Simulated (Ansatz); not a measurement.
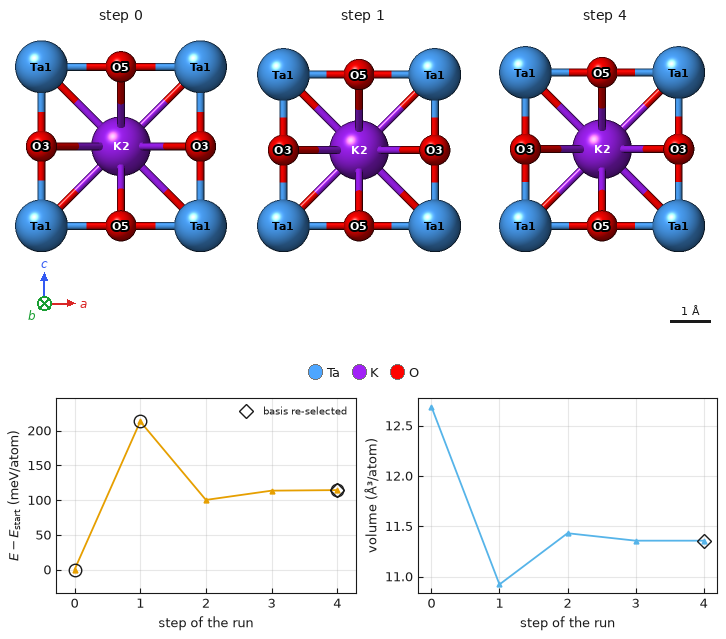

Frames of a relaxation of solid KTaO3 (set up in Pm-3m), marked on the history of the run. The picture is a ball-and-stick view of the cell of the calculation, seen along the b axis.

The run lets cell and atoms move.

The calculation used Kohn-Sham DFT of a periodic cell, r2SCAN, Ansatz PAW in Ansatz 0.2.0.

Input file:
```yaml
crystal:
  lattice:
    - [3.9883, 0.0, 0.0]
    - [0.0, 3.9883, 0.0]
    - [0.0, 0.0, 3.9883]
  atoms:
    - { symbol: Ta, position: [0.0, 0.0, 0.0] }
    - { symbol: K, position: [0.5, 0.5, 0.5] }
    - { symbol: O, position: [0.0, 0.0, 0.5] }
    - { symbol: O, position: [0.0, 0.5, 0.0] }
    - { symbol: O, position: [0.5, 0.0, 0.0] }
hamiltonian:
  xc: r2scan
  pseudopotentials: { kind: paw }
kpoints:
  mp_grid: { grid: [7, 7, 7] }
scf:
  occupations: { method: fermi_dirac, width: 0.05 }
output:
  forces: true
  stress: true
  eigenvalues: true
  write_density: true
  write_potential: true
  elf: true
  volumetric_format: npy
relax:
  f_tol: 0.01
  max_steps: 40
  cell: { stress_tol: 0.05, p_target: 30.0 }
```

Command:
```bash
ansatz run input.yaml --threads 2 --pin off --max-ram 5632MiB --backend cpu --events-out ev --progress --plain --runs-dir out
```

**Describe the path.**

The atoms keep their places relative to the cell (all moves are under 0.005 Å). The drawn cell changes as follows: a = b = c 3.988 → 3.844 Å (−3.6 %); the volume changes by −10.5 %. Near-neighbour distances that change, for instance: K–Ta 3.454 → 3.329 Å, K–O 2.820 → 2.718 Å, O–Ta 1.994 → 1.922 Å. The space group stays Pm-3m (No. 221). After 3 accepted moves (4 points after the start) the energy has risen by 114 meV per atom. With the target pressure of 30 GPa, the enthalpy E + pV changes by −135 meV per atom. All forces vanish by symmetry, so only the cell relaxes. The pressure goes from 0.30 to 30.02 GPa. The SCF was repeated once at an unchanged geometry on a basis and grid sized afresh for the cell, which shifted the energy by 0.8 meV per atom at most. From step 0 to 1: volume −13.9 %, energy +213 meV per atom. From step 1 to 4: volume +4.0 %, energy −98.7 meV per atom.
